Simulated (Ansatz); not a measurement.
# VO$_{2}$: what the fields show

```yaml
crystal:
  lattice:
    - [-4.58181, 0.00000, -0.07261]
    - [0.07220, 0.00000, -4.58432]
    - [0.00000, -2.83833, 0.00000]
  atoms:
    - { symbol: V, position: [0.00000, 0.00000, 0.00000] }
    - { symbol: V, position: [0.50000, 0.50000, 0.50000] }
    - { symbol: O, position: [0.20018, 0.80019, 0.50000] }
    - { symbol: O, position: [0.79982, 0.19981, 0.50000] }
    - { symbol: O, position: [0.29981, 0.30019, 0.00000] }
    - { symbol: O, position: [0.70019, 0.69981, 0.00000] }
```

Space group P4₂/mnm; computed pressure about −8 GPa in this cell; spin-polarised.

All numbers below come from DFT PBEsol, scalar-relativistic, plane waves, PAW in Ansatz 0.2.0.

The density is the valence pseudo-density of a PAW calculation; it isn't the true density close to the nuclei.

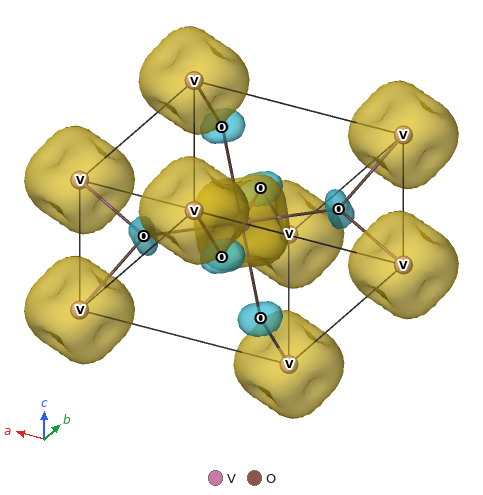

Figure 1. Isosurfaces of the magnetisation density (up minus down) at +0.06 (yellow) and −0.06 e/Å³ (cyan), seen at an oblique angle. Sticks mark near contacts.

**Where is the spin, and how is it ordered?**

The spin density sits on V: +0.8 μB (×2) in one cell of 6 atoms: parallel main moments (a ferromagnetic arrangement) in this solution. The cell of the calculation (6 atoms) carries 2.0 μB of net spin moment.

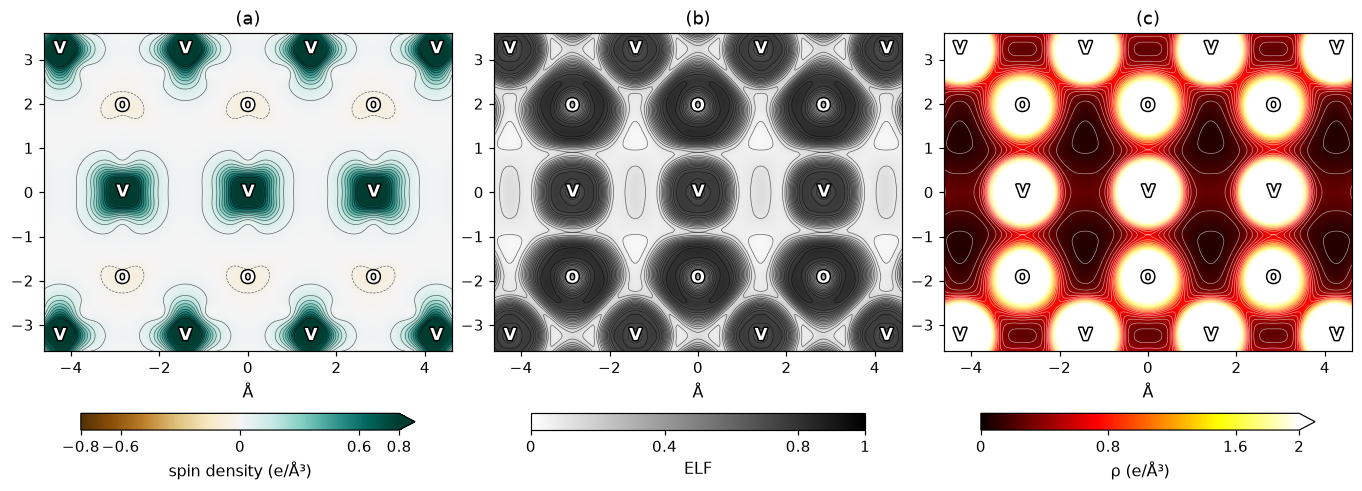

Figure 2. (a) spin density (up minus down); (b) ELF; (c) valence charge density (pseudo) on the (11̄0) plane of the conventional cell.

**Read the bonding off the picture.**

Atoms in the plane: V and O. V–O (1.94 Å): ρ is about 0.7 e/Å³ halfway; the ELF peaks at about 0.85 in the valence shell of O, 0.6 Å from its nucleus, and is about 0.20 at the midpoint; no shared electron pair shows on this line. Between the atoms the lowest density in this plane is 0.07 e/Å³. The features right at V lie inside the PAW spheres, where the map follows smoothed inner orbitals and isn't to be read closely.

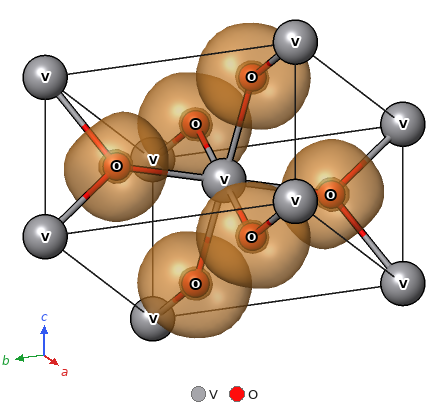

Figure 3. Isosurface of the ELF at 0.6 (orange), seen at an oblique angle. Only the valence region is drawn (cores and ρ < 0.01 e/Å³ removed). Sticks mark near contacts.

**Describe the localisation domains.**

The surface consists of four regions wrapped around O (the valence shell of each), counted in one cell of 6 atoms. Regions shared between cells count once. Profiles from the grid: V–O (1.92 Å): the ELF peaks at about 0.80 in the valence shell of O, 0.6 Å from its nucleus, and is about 0.20 at the midpoint; no shared electron pair shows on this line.

**How much charge does the calculation move between the atoms?**

Electrons move from V towards O. Bader charges: V +2.09 and O −1.05 e.

**Metal or insulator at this level of theory?**

It is metallic or semimetallic at this level of theory: no gap opens; semilocal functionals without U, or without the true magnetic order, often close the gap of such compounds.
